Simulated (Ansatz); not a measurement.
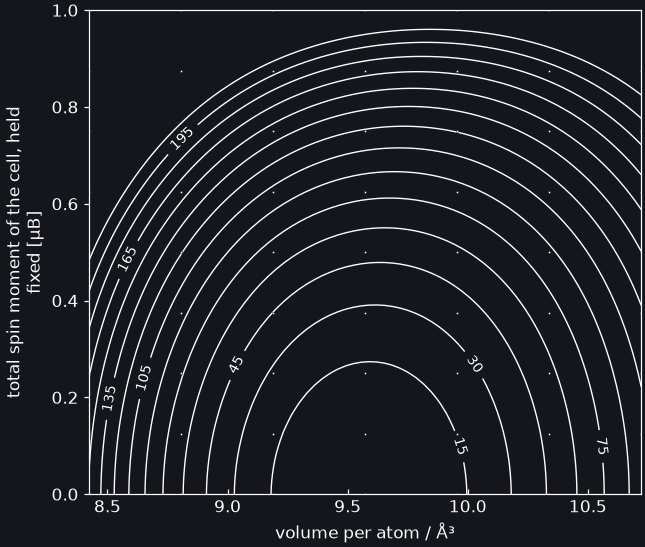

Energy landscape of TiN (Fm-3m, No. 225; 2 atoms in the cell). 
- The energy is mapped over volume and a fixed ferromagnetic moment.
- The first coordinate is: volume per atom; the second: total spin moment of the cell, held fixed.
- Nothing is relaxed (shape and fractional coordinates fixed).
- Grid: 7 × 9 points.
- Points are written as (first, second).
- Energies: meV/atom, counted from the lowest grid point.
- The moment is held fixed and parallel; antiferromagnetic orders weren't tried.
- The calculation used DFT PBE, scalar-relativistic, plane waves, PAW in Ansatz. Settings: cutoff 520 eV, k-mesh 20×20×20, gaussian smearing 0.15 eV.

In the figure: contour lines labelled in meV/atom (none above 210), dots at the grid points. Between grid points the surface is interpolated. 

Q: Where are the wells?

A: The lowest grid point is at (9.57 Å³, 0.000 μB). It lies on the edge of the map, which is a mirror line here (the non-magnetic state). The highest grid point, (8.42 Å³, 1.000 μB), lies 457 meV/atom above the lowest.

The values on the grid:

```tsv
second ↓, first →	8.42	8.81	9.19	9.57	9.96	10.34	10.72
1.000	457	346	277	242	235	251	285
0.875	369	263	200	170	168	189	228
0.750	303	203	144	119	121	145	187
0.625	253	157	101	79	85	112	157
0.500	214	121	69	50	57	87	135
0.375	186	95	45	28	38	69	118
0.250	166	77	28	13	24	57	107
0.125	154	65	18	3	15	49	100
0.000	149	61	14	0	12	46	98
```

Time for the 63 points that were run: 16 min on 2 threads of Arm Neoverse N1, on a shared host.

PAW datasets: the set soft_1.
